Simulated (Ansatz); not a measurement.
**NaCl: density, localisation and related maps**

Input

```
crystal:
  lattice:
    - [3.807353824, 0.0, 0.0]
    - [0.0, 3.807353824, 0.0]
    - [0.0, 0.0, 6.0634553312]
  atoms:
    - { symbol: Na, position: [0.5, 0.5, 0.5] }
    - { symbol: Cl, position: [0.0, 0.0, 0.5] }
basis:
  ecutwfc: 420
kpoints:
  mp_grid: { grid: [6, 6, 4] }
hamiltonian:
  xc: pbe
scf:
  occupations: { method: gaussian, width: 0.02 }
output:
  forces: true
  stress: true
  eigenvalues: true
  write_density: true
  write_potential: true
  elf: true
  volumetric_format: npy
relax:
  adjacent_minimum: "off"
  f_tol: 0.01
  max_steps: 30
  cell: { stress_tol: 0.1, fix: [volume] }
```

Command:

```sh
ansatz run input.yaml --threads 1 --pin off --max-ram 2048MiB --backend cpu --events-out ev --progress --plain --runs-dir out
```

Below, planes, directions and counts refer to the conventional cell (a = 3.85 Å, b = 3.85 Å, c = 5.94 Å, α = 90.00°, β = 90.00°, γ = 90.00°).

The fields are those of the relaxed geometry.

Space group P4/mmm; a structure generated by program, which may or may not match a known phase; changed on purpose from its base cell (volume × 0.94, shape and atoms relaxed).

Theory: Ansatz 0.2.0, DFT PBE, scalar-relativistic, plane waves, PAW.

The density is the valence pseudo-density of a PAW calculation; it isn't the true density close to the nuclei.

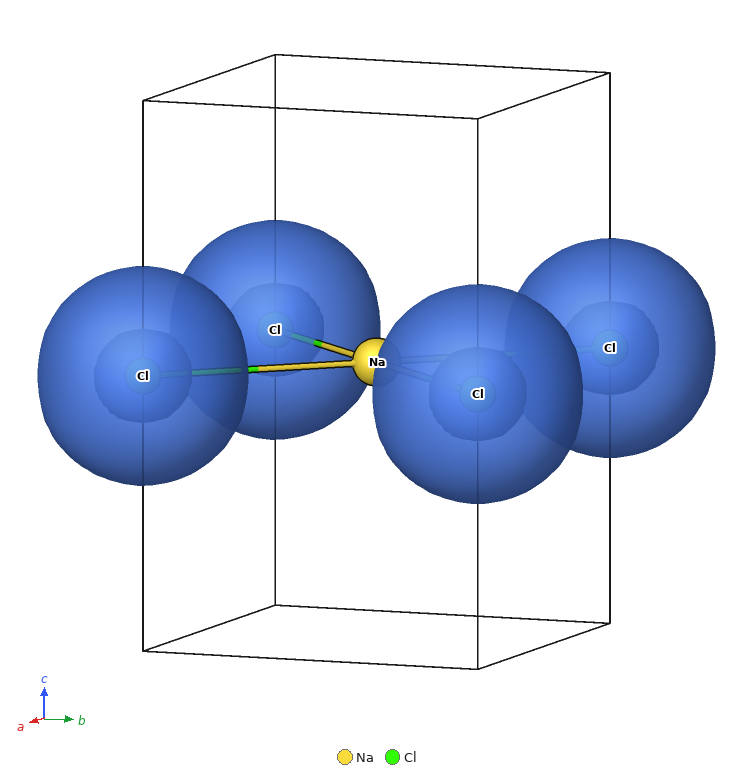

Figure 1. Isosurface of the electron localisation function at 0.8 (blue), seen slightly off an axis. Only the valence region is drawn (cores and ρ < 0.01 e/Å³ removed). Sticks mark near contacts.

### Identify the bonds, lone pairs and shells in this picture.

The ELF exceeds this value in one region wrapped around Cl (its valence shell), counted in one cell of 2 atoms. Regions shared between cells count once.


Na–Cl (2.72 Å): the ELF peaks at about 0.85 in the valence shell of Cl, 0.8 Å from its nucleus, and falls to about 0 next to Na (an ionic contact with no shared pair).

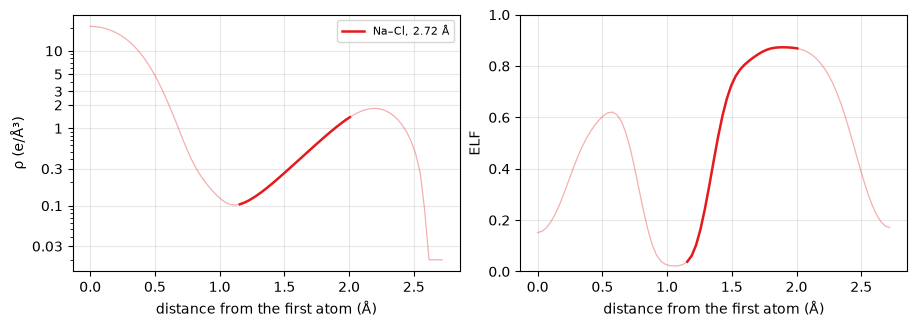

Figure 2. Valence charge density (pseudo) and electron localisation function along straight lines between neighbouring atoms. Thin, pale parts lie inside the atomic spheres.

### What can be read from the curves?

Na–Cl (2.72 Å): the density is about 0.17 e/Å³ at the midpoint; the ELF peaks at about 0.85 in the valence shell of Cl, 0.8 Å from its nucleus, and falls to about 0 next to Na (a largely ionic contact).

### Does the calculation give a band gap?

It is gapped, with a Kohn–Sham gap of 4.5 eV on the k-point mesh (the band edges may lie off the mesh, which would make the gap smaller).
